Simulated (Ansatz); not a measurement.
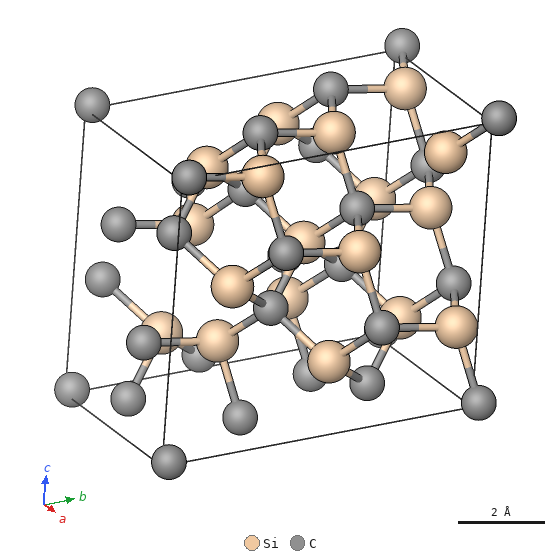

The figure gives a ball-and-stick picture of the atoms, viewed slightly off an axis. The supercell is outlined; an atom on or near a face, edge or corner is repeated at each equivalent position. The host is SiC, in a cell of 36 sites, and the cell is neutral.

> What kind of defect was put in?

A carbon vacancy. Around the empty site lie four Si at about 1.9 Å.

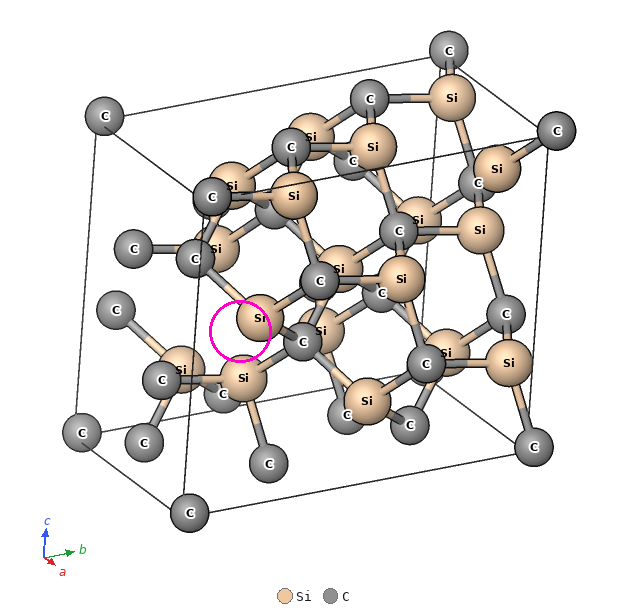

The same cell with a ring at the defect's site.

The atoms were relaxed in the host's cell with DFT PBE, scalar-relativistic, plane waves, PAW in Ansatz.
